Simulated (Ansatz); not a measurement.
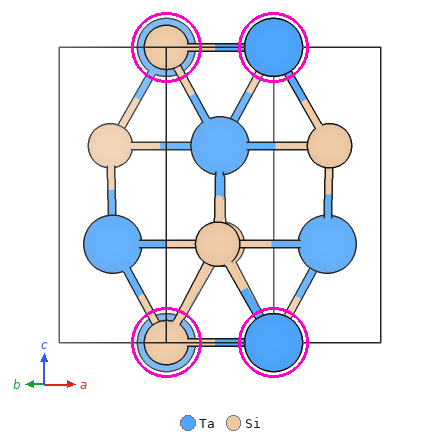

The system is TaSi2 (P6_422, No. 181; 9 atoms in the cell); the picture shows the reference structure. 
- One atom moved over a plane, all else fixed (x along [1 0 0], y along [1 2 0], z along [0 0 1] of the conventional cell).
- First axis: shift of Ta1 along x. Second axis: shift of Ta1 along z.
- Nothing is relaxed (all other atoms fixed).
- Grid: 11 × 11 points; 32 points were computed and 73 follow by symmetry. At 16 points there is no value (left out of the scan, as a rule where atoms come close).
- Points are written as (first, second).
- All energies are given in eV per cell relative to the lowest grid point.
- These are results of Ansatz 0.2.0, DFT PBEsol, scalar-relativistic, plane waves, PAW, not measurements. Settings: cutoff 420 eV, k-mesh 9×9×6 in the order of the run's cell vectors, gaussian smearing 0.15 eV, no spin polarisation.

Its coordinates:

```yaml
crystal:
  lattice:
    - [4.76136, 0.00000, 0.00000]
    - [-2.38068, 4.12346, 0.00000]
    - [0.00000, 0.00000, 6.55812]
  atoms:
    - { symbol: Ta, position: [0.50000, 0.00000, 0.00000] }
    - { symbol: Ta, position: [0.50000, 0.50000, 0.66667] }
    - { symbol: Ta, position: [0.00000, 0.50000, 0.33333] }
    - { symbol: Si, position: [0.15926, 0.31852, 0.00000] }
    - { symbol: Si, position: [0.84074, 0.15926, 0.66667] }
    - { symbol: Si, position: [0.68148, 0.84074, 0.33333] }
    - { symbol: Si, position: [0.84074, 0.68148, 0.00000] }
    - { symbol: Si, position: [0.15926, 0.84074, 0.66667] }
    - { symbol: Si, position: [0.31852, 0.15926, 0.33333] }
```

The input of one point:

```yaml
crystal:
  lattice:
    - [4.7613605622, 0.0, 0.0]
    - [-2.3806802811, 4.1234592035, 0.0]
    - [0.0, 0.0, 6.558120441]
  atoms:
    - { symbol: Ta, position: [0.5, 0.0, 0.0] }
    - { symbol: Ta, position: [0.5, 0.5, 0.6666666667] }
    - { symbol: Ta, position: [0.0, 0.5, 0.3333333333] }
    - { symbol: Si, position: [0.1592624125, 0.3185248251, 0.0] }
    - { symbol: Si, position: [0.8407375875, 0.1592624125, 0.6666666667] }
    - { symbol: Si, position: [0.6814751749, 0.8407375875, 0.3333333333] }
    - { symbol: Si, position: [0.8407375875, 0.6814751749, 0.0] }
    - { symbol: Si, position: [0.1592624125, 0.8407375875, 0.6666666667] }
    - { symbol: Si, position: [0.3185248251, 0.1592624125, 0.3333333333] }
basis:
  ecutwfc: 420
kpoints:
  mp_grid: { grid: [9, 9, 6] }
hamiltonian:
  xc: pbesol
  pseudopotentials: { kind: paw, azcp: { folder: soft_1 } }
scf:
  occupations: { method: gaussian, width: 0.15 }
output:
  forces: true
  stress: true
  eigenvalues: true
```

Range: shift of Ta1 along x from −1.070 to 1.070 Å; shift of Ta1 along z from −1.070 to 1.070 Å.

### What landscape does the calculation give?

The lowest grid point is at (0.000 Å, 0.000 Å). No other kind of well shows on this grid. The highest grid point, (−0.428 Å, −1.070 Å), lies 22.8 eV above the lowest. Near the minimum the well is nearly round, with a curvature of about 18 eV/Å².

| shift of Ta1 along z ↓, shift of Ta1 along x → | −1.070 | −0.856 | −0.642 | −0.428 | −0.214 | 0.000 | 0.214 | 0.428 | 0.642 | 0.856 | 1.070 |
| --- | --- | --- | --- | --- | --- | --- | --- | --- | --- | --- | --- |
| 1.070 | – | – | – | 22.8 | 18.1 | 16.5 | 18.1 | 22.8 | – | – | – |
| 0.856 | – | 22.7 | 17.9 | 13.6 | 10.6 | 9.5 | 10.6 | 13.6 | 17.9 | 22.7 | – |
| 0.642 | 19.3 | 14.9 | 10.8 | 7.5 | 5.4 | 4.7 | 5.4 | 7.5 | 10.8 | 14.9 | 19.3 |
| 0.428 | 16.0 | 10.8 | 6.8 | 4.0 | 2.4 | 1.9 | 2.4 | 4.0 | 6.8 | 10.8 | 16.0 |
| 0.214 | 14.9 | 9.1 | 4.9 | 2.3 | 0.9 | 0.4 | 0.9 | 2.3 | 4.9 | 9.1 | 14.9 |
| 0.000 | 14.7 | 8.6 | 4.4 | 1.8 | 0.4 | 0.0 | 0.4 | 1.8 | 4.4 | 8.6 | 14.7 |
| −0.214 | 14.9 | 9.1 | 4.9 | 2.3 | 0.9 | 0.4 | 0.9 | 2.3 | 4.9 | 9.1 | 14.9 |
| −0.428 | 16.0 | 10.8 | 6.8 | 4.0 | 2.4 | 1.9 | 2.4 | 4.0 | 6.8 | 10.8 | 16.0 |
| −0.642 | 19.3 | 14.9 | 10.8 | 7.5 | 5.4 | 4.7 | 5.4 | 7.5 | 10.8 | 14.9 | 19.3 |
| −0.856 | – | 22.7 | 17.9 | 13.6 | 10.6 | 9.5 | 10.6 | 13.6 | 17.9 | 22.7 | – |
| −1.070 | – | – | – | 22.8 | 18.1 | 16.5 | 18.1 | 22.8 | – | – | – |

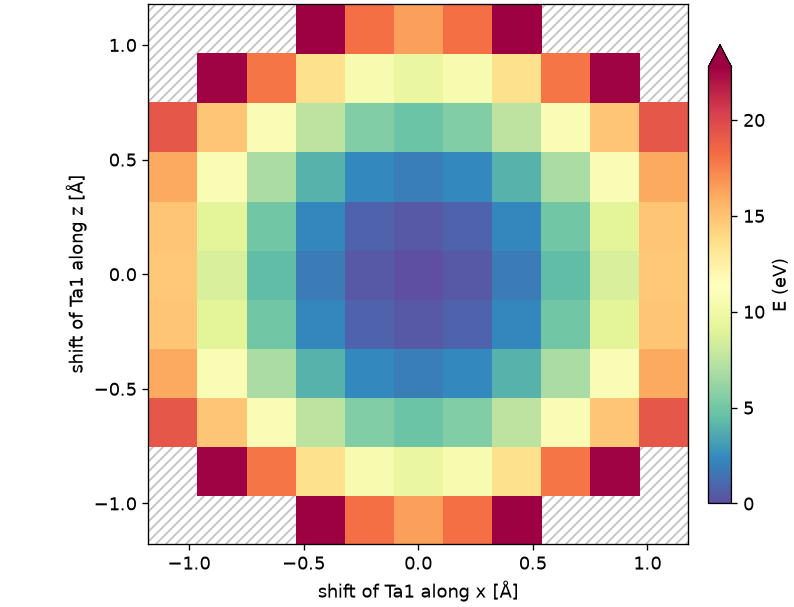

Drawn: one coloured cell a grid point, one colour for all values above the top of the scale, hatched blanks where no value was computed.

Each point was launched as `ansatz run input.yaml --threads 4 --pin off --max-ram 8192MiB --backend cpu --events-out ev --progress --plain --runs-dir out`. Time for the 32 points that were run: 14 min on 4 threads of Arm Neoverse V2, with other jobs on the host.
